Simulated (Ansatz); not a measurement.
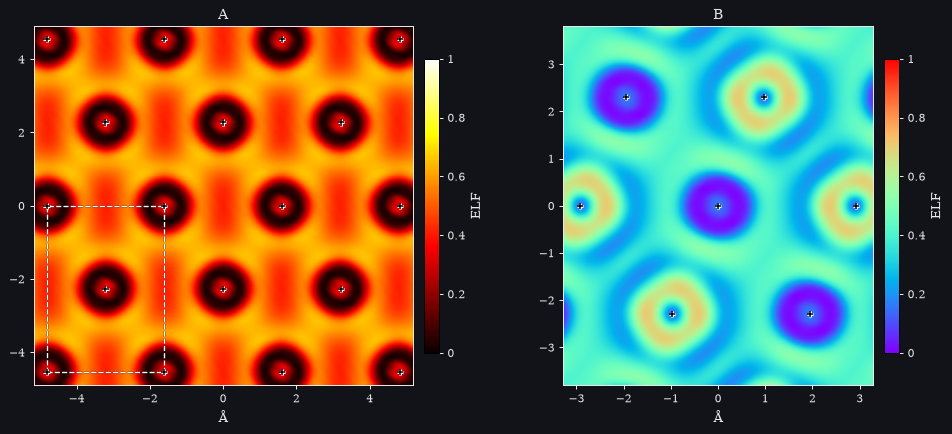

The electron localisation function of 2 systems, each on a plane through atoms (crosses mark nuclei in the plane).

These are results of DFT PBE, scalar-relativistic, plane waves, PAW in Ansatz 0.2.0, not measurements.

System 1: AlRu, the (110) plane of the conventional cell. Space group R-3m; computed pressure about 8 GPa in this cell; computed without spin polarisation.

```yaml
crystal:
  lattice:
    - [2.81520, -2.81520, 0.00000]
    - [0.00000, 2.81520, -2.81520]
    - [3.37824, 3.37824, 3.37824]
  atoms:
    - { symbol: Al, position: [0.00000, 0.00000, 0.00000] }
    - { symbol: Al, position: [0.66667, 0.33333, 0.33333] }
    - { symbol: Al, position: [0.33333, 0.66667, 0.66667] }
    - { symbol: Ru, position: [0.33333, 0.66667, 0.16667] }
    - { symbol: Ru, position: [0.00000, 0.00000, 0.50000] }
    - { symbol: Ru, position: [0.66667, 0.33333, 0.83333] }
```

System 2: Al, the (101) plane of the conventional cell. Space group Im-3m; computed without spin polarisation.

```
Al
1.0
     2.27196   -2.27196    0.00000
     2.27196    2.27196    0.00000
     0.00000    0.00000    3.21254
Al
2
Direct
  0.00000 0.00000 0.00000
  0.50000 0.50000 0.50000
```

Question: Which map belongs to which system?

Answer: Panel A is system 2, Al: the plane holds Al. Al–Al (2.78 Å): the ELF peaks at about 0.65 between the atoms. Panel B is system 1, AlRu: the plane holds Al and Ru. Al–Ru (2.50 Å): the ELF is about 0.40 at the midpoint.
